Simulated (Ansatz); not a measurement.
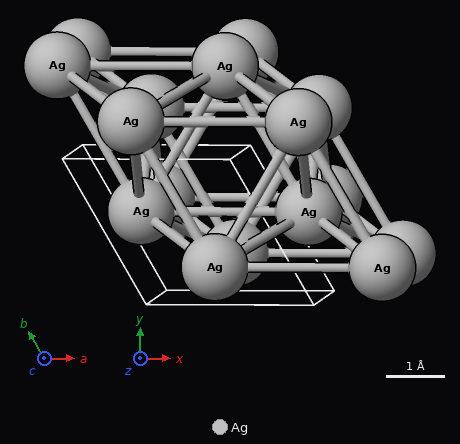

A scan of solid Ag (P6_3/mmc): Ag1 (one in each cell of 2 atoms) is moved over the plane of the Cartesian directions x and y, all else fixed. The picture shows the reference cell. A ball-and-stick model of the cell of the calculation, repeated 2 × 2 × 2 with one cell outlined, seen nearly along the normal of the scanned plane.

Computed with DFT PBEsol, scalar-relativistic, plane waves, PAW (Ansatz). (plane-wave cutoff 420 eV; k-point mesh 18 × 18 × 10; occupations gaussian; smearing width 0.15 eV; no spin polarisation). Energies (free energies at the smearing named) are counted from the cell as listed in its source, which wasn't relaxed.

The input:
```yaml
crystal:
  lattice:
    - [2.9299980804, 0.0, 0.0]
    - [-1.4649990402, 2.5374527707, 0.0]
    - [0.0, 0.0, 4.79]
  atoms:
    - { symbol: Ag, position: [0.3333333333, 0.6666666667, 0.25] }
    - { symbol: Ag, position: [0.6666666667, 0.3333333333, 0.75] }
basis:
  ecutwfc: 420
kpoints:
  mp_grid: { grid: [18, 18, 10] }
hamiltonian:
  xc: pbesol
scf:
  occupations: { method: gaussian, width: 0.15 }
output:
  forces: true
  stress: true
  eigenvalues: true
```

Launched with:
```bash
ansatz run input.yaml --threads 1 --pin off --max-ram 2560MiB --backend cpu --events-out ev --progress --plain --runs-dir out
```

Question: Predict the energy profile on a grid with rows −0.60, −0.30, 0.00, 0.30, 0.60 and columns −0.60, −0.30, 0.00, 0.30, 0.60 (displacement along x (Å); displacement along y (Å)).

Answer: Rows: displacement along x (Å); columns: displacement along y (Å); values in meV/cell.

```tsv
	−0.60	−0.30	0.00	0.30	0.60
−0.60	372	258	132	71	124
−0.30	146	86	34	49	180
0.00	63	24	0	44	203
0.30	146	86	34	49	180
0.60	372	258	132	71	124
```

In pairs of (displacement along x (Å); displacement along y (Å)): the lowest computed point lies at (0.00, 0.00) (0 meV/cell), the highest at (−0.60, −0.60), (0.60, −0.60) (372 meV/cell).

As a map, interpolated between the computed points (dots):

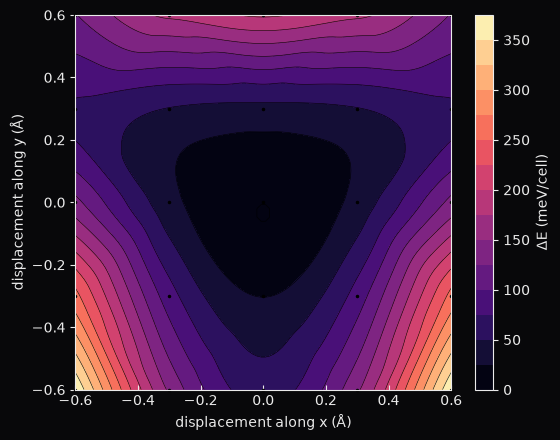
